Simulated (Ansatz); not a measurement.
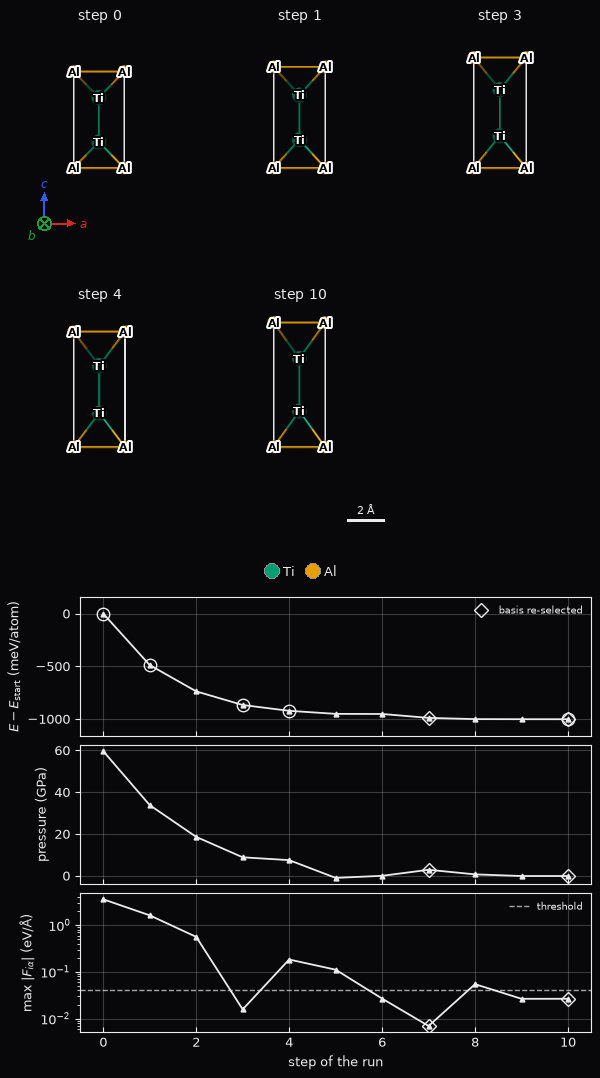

Frames of a relaxation of solid Ti$_{2}$Al (a generated structure, set up in P4/mmm) (coarse preliminary run), marked on the history of the run. A ball-and-stick model of the cell of the calculation, seen along the b axis.

Method: DFT PBE, scalar-relativistic, plane waves, PAW in Ansatz 0.2.0. Settings: plane-wave cutoff 420 eV; k-point mesh 6 × 6 × 4; occupations gaussian; smearing width 0.1 eV; no spin polarisation; cell and atoms relaxed; force threshold 0.04 eV/Å; at most 70 steps.

Describe the path.

After 8 accepted moves (10 points after the start) the energy has fallen by 1002 meV per atom. The largest force component goes from 3.6 to 0.027 eV/Å. Pressure: 59.61 GPa at the start and −0.08 GPa at the end. The SCF was repeated twice at an unchanged geometry on a basis and grid sized afresh for the cell, which shifted the energy by 37.0 meV per atom at most. The largest moves relative to the cell, 0.13 Å, are those of Ti atoms. Al stays in place. Cell: a = b 2.735 → 2.786 Å (+1.9 %), c 5.226 → 6.744 Å (+29.1 %). Volume +33.9 %. Some distances before and after: Ti–Ti 2.822 → 3.896 Å, Ti–Ti 2.404 → 2.848 Å, Al–Ti 2.394 → 2.771 Å, Ti–Ti 2.735 → 2.786 Å. The space group stays P4/mmm (No. 123). Cost: 41 s on 1 thread of Intel(R) Xeon(R) Processor @ 2.50GHz (Skylake/Cascade Lake), on a shared host, peak memory 0.37 GiB. From step 0 to 1: Ti atoms move most (0.05 Å), volume +9.5 %, energy −488 meV per atom. From step 1 to 3: Ti atoms move most (0.07 Å), volume +13.3 %, energy −379 meV per atom. From step 3 to 4: Ti atoms move most (0.02 Å), volume −0.5 %, energy −55.0 meV per atom. From step 4 to 10: Ti atoms move most (0.04 Å), volume +8.5 %, energy −79.7 meV per atom.

```tsv
step	E − E(0), meV/atom	largest force component, eV/Å	pressure, GPa	volume, Å³/atom	note
0	0.00	3.5839	59.61	13.031	
1	-488.07	1.6259	33.81	14.273	
2	-737.44	0.5620	18.63	15.307	
3	-866.84	0.0158	8.87	16.170	
4	-921.89	0.1840	7.51	16.086	
5	-950.87	0.1115	-0.97	17.121	
6	-951.95	0.0268	0.02	16.952	
7	-988.99	0.0069	2.89	16.952	same geometry, new basis
8	-1000.62	0.0547	0.71	17.275	
9	-1001.49	0.0265	-0.08	17.452	
10	-1001.63	0.0266	-0.08	17.452	same geometry, new basis
```

Limits of the set-up: the k-point mesh is coarse for a cell with partly filled bands.
